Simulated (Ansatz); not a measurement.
```cif
data_structure
_symmetry_space_group_name_H-M 'P 1'
_symmetry_Int_Tables_number 1
_cell_length_a 5.0320
_cell_length_b 5.0320
_cell_length_c 5.0320
_cell_angle_alpha 90.000
_cell_angle_beta 90.000
_cell_angle_gamma 90.000
_cell_volume 127.42
loop_
_atom_site_label
_atom_site_type_symbol
_atom_site_fract_x
_atom_site_fract_y
_atom_site_fract_z
_atom_site_occupancy
W1 W 0.00000 0.50000 0.99489 1
W2 W 0.50000 0.00000 0.49489 1
W3 W 0.50000 0.75000 0.99063 1
W4 W 0.50000 0.25000 0.99063 1
W5 W 0.00000 0.00000 0.27385 1
W6 W 0.00000 0.00000 0.77385 1
W7 W 0.75000 0.50000 0.49063 1
W8 W 0.25000 0.50000 0.49063 1
```

Space group P4₂mc; not relaxed (largest force 0.8 eV/Å).

These are results of DFT PBEsol, scalar-relativistic, plane waves, PAW (Ansatz 0.2.0), not measurements.

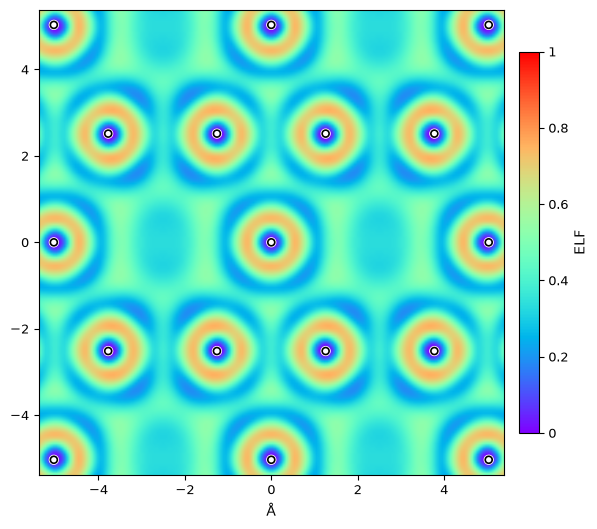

W. ELF on the (001) plane of the conventional cell. Circles mark the nuclei in the plane (W).

### What do the fields say about this system?

- The section cuts through W sites.
- W–W (2.52 Å): the ELF is about 0.40 at the midpoint.
- W–W (2.81 Å): the ELF is about 0.35 at the midpoint.
- The features right at W lie inside the PAW spheres, where the map follows smoothed inner orbitals and isn't to be read closely.

### Does the calculation make it a metal, or give it a gap?

It is gapless in this calculation (a metal or semimetal).
